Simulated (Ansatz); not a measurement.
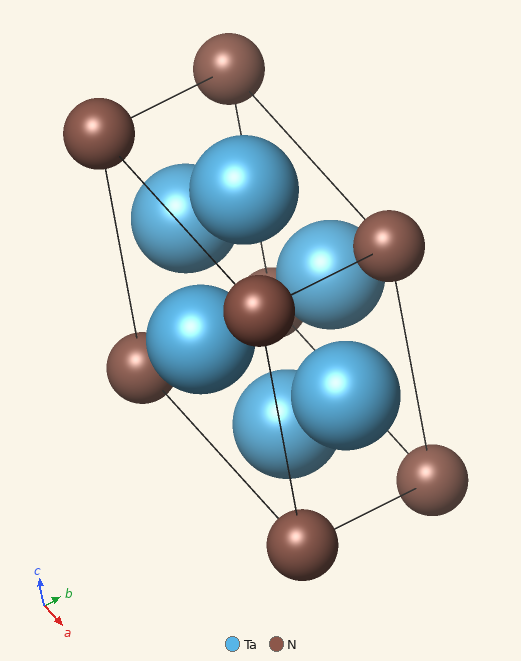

View slightly off an axis, drawn as a spheres-only model. The frame is the simulation cell; atoms at its boundary are shown with their periodic copies.

```xyz
4
Lattice="-2.5452 2.5452 2.5452 2.5452 -2.5452 2.5452 2.5452 2.5452 -2.5452" Properties=species:S:1:pos:R:3 pbc="T T T"
Ta    2.5452    0.0000    0.0000
Ta    0.0000    2.5452    0.0000
Ta    2.5452    2.5452    0.0000
N     2.5452    2.5452    2.5452
```

The numbers come from Ansatz 0.2.0, DFT PBE, scalar-relativistic, plane waves, PAW, using a cutoff energy of 420 eV, a 14×14×14 sampling of the Brillouin zone, Gaussian smearing of 0.1 eV, no spin polarisation.

> List the Bader charges.

Ta +0.51 e; N -1.52 e.

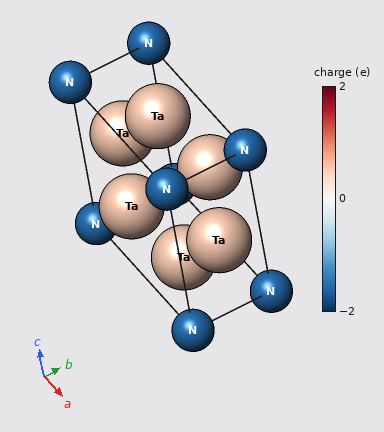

The atoms coloured by those charges.

The structure was taken from a random cell made by a generator, so it need not be a real form of the compound. Earlier steps of the study may have refined or changed the cell and positions. An electronic-structure calculation with Ansatz was run on it.
